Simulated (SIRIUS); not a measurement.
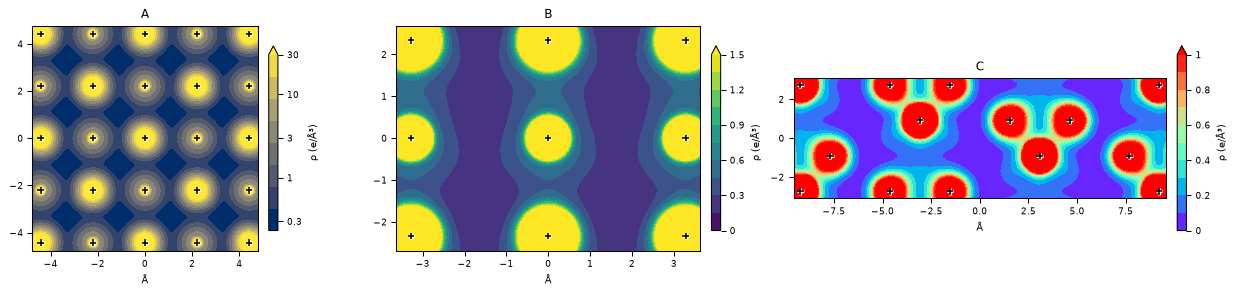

The electron density of 3 systems, each on a plane through atoms (crosses mark nuclei in the plane).

Theory: SIRIUS 7.12.0, Kohn-Sham DFT of a periodic cell, PBEsol, all-electron FP-LAPW.

System 1: SiNi, the (100) plane of the conventional cell. Space group Pmmn; a structure from a database of computed crystals, not necessarily the ambient phase; spin-polarised.

```yaml
crystal:
  lattice:
    - [2.94277, 0.00000, 0.00000]
    - [0.00000, 3.28033, 0.00000]
    - [0.00000, 0.00000, 4.67745]
  atoms:
    - { symbol: Ni, position: [0.50000, 0.50000, 0.34250] }
    - { symbol: Ni, position: [0.00000, 0.00000, 0.65750] }
    - { symbol: Si, position: [0.50000, 0.50000, 0.84314] }
    - { symbol: Si, position: [0.00000, 0.00000, 0.15686] }
```

System 2: TaN, the (010) plane of the conventional cell. Space group Fm-3m; a structure from a database of computed crystals, not necessarily the ambient phase.

```yaml
crystal:
  lattice:
    - [4.42265, 0.00000, 0.00000]
    - [0.00000, 4.42265, 0.00000]
    - [0.00000, 0.00000, 4.42265]
  atoms:
    - { symbol: Ta, position: [0.50000, 0.00000, 0.00000] }
    - { symbol: Ta, position: [0.00000, 0.50000, 0.00000] }
    - { symbol: Ta, position: [0.00000, 0.00000, 0.50000] }
    - { symbol: Ta, position: [0.50000, 0.50000, 0.50000] }
    - { symbol: N, position: [0.00000, 0.00000, 0.00000] }
    - { symbol: N, position: [0.50000, 0.50000, 0.00000] }
    - { symbol: N, position: [0.50000, 0.00000, 0.50000] }
    - { symbol: N, position: [0.00000, 0.50000, 0.50000] }
```

System 3: MoS2, the (110) plane of the conventional cell. Space group R3m.

**Match each panel to its system.**

Panel A is system 2, TaN: the plane holds Ta and N. Ta–N (2.21 Å): ρ is about 0.55 e/Å³ halfway. Panel B is system 1, SiNi: the plane holds Ni and Si. Si–Ni (2.34 Å): the density is about 0.44 e/Å³ at the midpoint. Panel C is system 3, MoS2: the plane holds Mo and S. Mo–S (2.39 Å): ρ is about 0.62 e/Å³ halfway.
